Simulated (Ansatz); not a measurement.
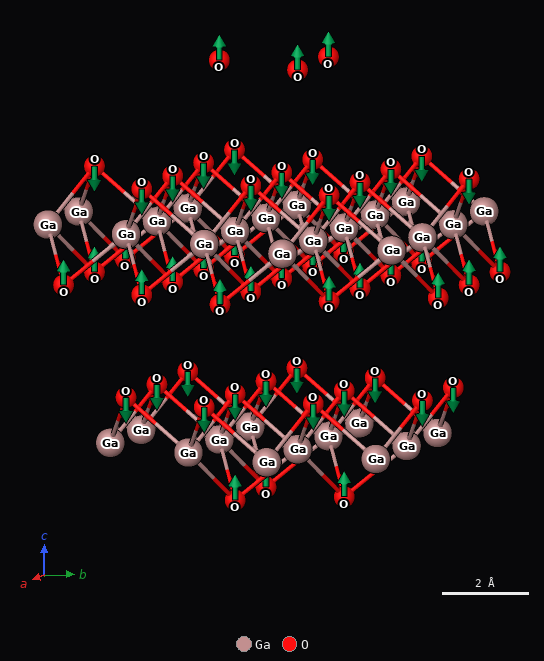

This is a relaxation of a crystal of GaO₂ (built on the 3R molybdenite_160 type) (coarse preliminary run). The starting structure is drawn; green arrows show the displacements (the part carried along by the change of the cell is left out), magnified 3 times.

The picture is a ball-and-stick view of the atoms within 5.8 Å of the atom that moves most (axes of the conventional cell (3 times the calculation's cell)), seen slightly off an axis. Lengths and directions refer to the drawn axes.

Case: 3R molybdenite type (R3m, No. 160).

The calculation used DFT PBE, scalar-relativistic, plane waves, PAW (Ansatz).

Input file:
```yaml
crystal:
  lattice:
    - [1.3150865479, 0.7592655724, 5.0918160572]
    - [-1.3150865479, 0.7592655724, 5.0918160572]
    - [0.0, -1.5185311448, 5.0918160572]
  atoms:
    - { symbol: Ga, position: [0.0, 0.0, 0.0] }
    - { symbol: O, position: [0.7484, 0.7484, 0.7484], spin: 0.52 }
    - { symbol: O, position: [0.5849, 0.5849, 0.5849], spin: 0.52 }
basis:
  ecutwfc: 420
kpoints:
  mp_grid: { grid: [6, 6, 6] }
hamiltonian:
  xc: pbe
scf:
  occupations: { method: gaussian, width: 0.1 }
  lower_state_search: "off"
output:
  forces: true
  stress: true
  eigenvalues: true
  populations: true
magnetization:
  spin_polarized: true
relax:
  adjacent_minimum: "off"
  f_tol: 0.04
  max_steps: 70
  cell: { stress_tol: 0.4 }
```

Run as
```bash
ansatz run input.yaml --threads 1 --pin off --max-ram 2560MiB --backend cpu --events-out ev --progress --plain --runs-dir out
```

Atoms of which element are displaced furthest, and by how much?

Answer. Oxygen: up to 0.21 Å, against 0.00 Å for gallium.

What did the optimiser do to the structure, and how much energy did it gain?

Answer. The largest moves relative to the cell, 0.21 Å, are those of O2 and O3. O3 goes along +c. Ga stays in place. Cell: a = b 2.630 → 2.991 Å (+13.7 %), c 15.275 → 15.627 Å (+2.3 %). Volume +32.3 %. Near-neighbour distances that change, for instance: Ga1–O2 1.966 → 2.029 Å. Bond angles that change, for instance: O2–Ga1–O3 78.9° → 63.3°, O2–Ga1–O2 84.0° → 95.0°, Ga1–O2–Ga1 84.0° → 95.0°. The space group stays R3m (No. 160). The energy falls by 493 meV per atom in 10 accepted moves (13 points after the start). The largest force component goes from 0.81 to 0.0023 eV/Å. The pressure goes from 26.96 to 0.04 GPa. At 3 points the geometry stayed and the basis and grid were re-selected for the new cell (energy shift of 46.7 meV per atom at most each time). Cost: 90 s on 1 thread of Arm Neoverse V1, on a shared host, peak memory 0.33 GiB.
